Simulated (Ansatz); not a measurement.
# CdS: what the fields show

```
Cd S
1.0
     4.09767    0.00000    0.00000
     2.04883   -3.54868   -3.82831
     2.04883    3.54868   -3.82831
Cd S
2 2
Direct
  0.76540 0.23460 0.23460
  0.26540 0.73460 0.73460
  0.67310 0.66023 0.99356
  0.17310 0.16023 0.49356
```

Space group P3m1; a structure from a database of computed crystals, not necessarily the ambient phase.

Theory: DFT PBE+D3(BJ), scalar-relativistic, plane waves, PAW (Ansatz).

The density is the valence pseudo-density of a PAW calculation; it isn't the true density close to the nuclei.

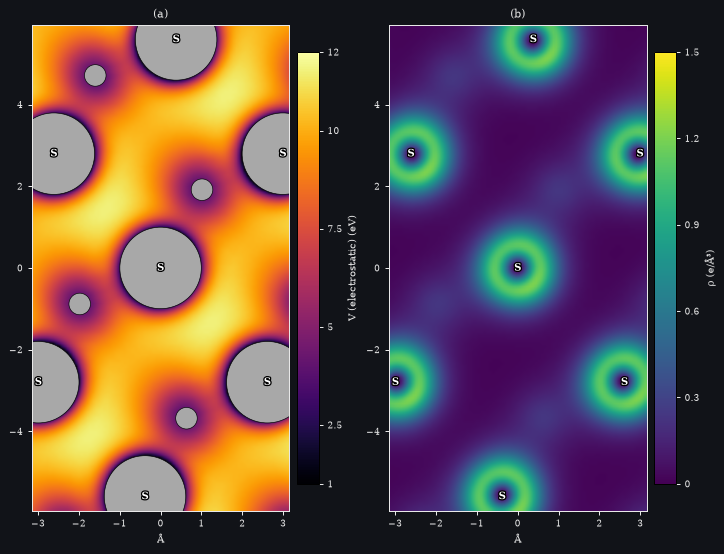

Figure 1. (a) electrostatic potential (local pseudopotential plus Hartree) felt by an electron; (b) valence electron density on the (110) plane of the calculation cell. Grey discs cover the atomic cores in the potential map.

> What does the map show?

Atoms in the plane: S. Between the atoms the lowest density in this plane is 0.02 e/Å³. Outside the cores the potential energy rises away from the atoms and is highest about 1.8 Å from the nearest atoms; its zero is arbitrary.

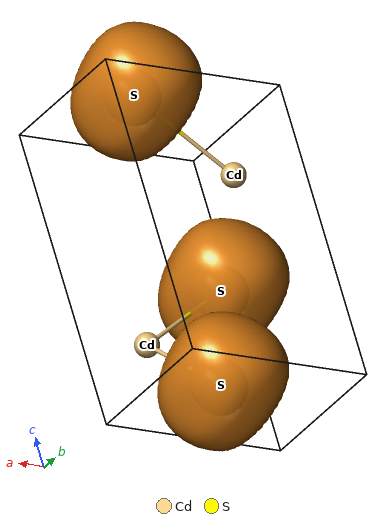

Figure 2. Isosurface of the electron localisation function at 0.7 (orange), seen at an oblique angle. Only the valence region is drawn (cores and ρ < 0.01 e/Å³ removed). Sticks mark near contacts.

> What do the ELF domains correspond to?

At this value the surface marks out two regions wrapped around S (the valence shell of each), counted in one cell of 4 atoms. Any copies at cell faces, edges or corners count once.


Cd–S (2.47 Å): the ELF peaks at about 0.85 in the valence shell of S, 0.8 Å from its nucleus, and is about 0.35 at the midpoint.

> Does the calculation make it a metal, or give it a gap?

It is gapped, with a Kohn–Sham gap of 0.91 eV on the k-point mesh (the band edges may lie off the mesh, which would make the gap smaller).
